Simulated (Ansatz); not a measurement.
Input file:

```
crystal:
  lattice:
    - [0.0, 2.1324317144, 2.1324317144]
    - [2.1324317144, 0.0, 2.1324317144]
    - [2.1324317144, 2.1324317144, 0.0]
  atoms:
    - { symbol: Zn, position: [0.0, 0.0, 0.0] }
    - { symbol: O, position: [0.5, 0.5, 0.5] }
basis:
  ecutwfc: 500
kpoints:
  mp_grid: { grid: [12, 12, 12] }
hamiltonian:
  xc: r2scan
scf:
  occupations: { method: gaussian, width: 0.02 }
output:
  forces: true
  stress: true
  eigenvalues: true
  write_density: true
  write_potential: true
  elf: true
  volumetric_format: npy
relax:
  adjacent_minimum: "off"
  f_tol: 0.01
  max_steps: 60
  cell: { stress_tol: 0.1 }
```

Launched as:

```sh
ansatz run input.yaml --threads 1 --pin off --max-ram 2560MiB --backend cpu --events-out ev --progress --plain --runs-dir out
```

Below, planes, directions and counts refer to the conventional cell (a = 4.27 Å, b = 4.27 Å, c = 4.27 Å, α = 90.00°, β = 90.00°, γ = 90.00°).

The fields are those of the run's last geometry, not of the input's.

Space group Fm-3m.

These are results of Ansatz 0.2.0, DFT r2SCAN, scalar-relativistic, plane waves, PAW, not measurements.

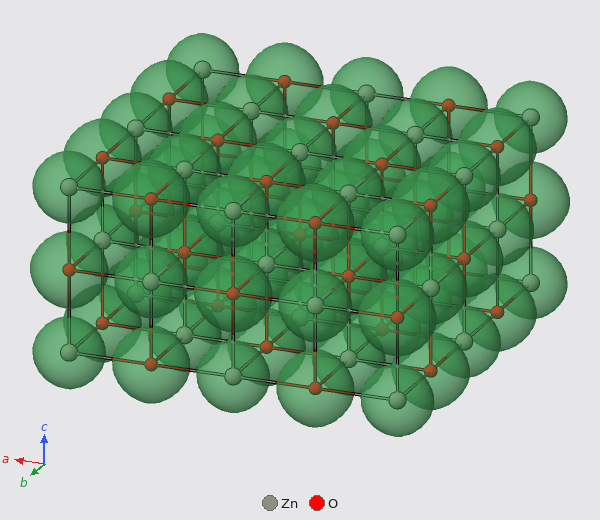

ZnO. Isosurface of the valence electron density at 0.5 e/Å³ (green), seen at an oblique angle. Sticks mark near contacts.

The density is the valence pseudo-density of a PAW calculation; it isn't the true density close to the nuclei.

### What does this surface tell about the bonding?

At this value the density breaks into separate islands; it holds about 85 % of the electrons treated as valence. It bridges none of the near contacts. It is pinched off along the sampled Zn–O (2.13 Å) contacts. On the grid the lowest density along these lines, outside the cores, is 0.41 e/Å³ (Zn–O, 2.13 Å).

### Does the calculation give a band gap?

It is gapped, with a Kohn–Sham gap of 1.6 eV on the k-point mesh, an upper bound to the gap of this method.
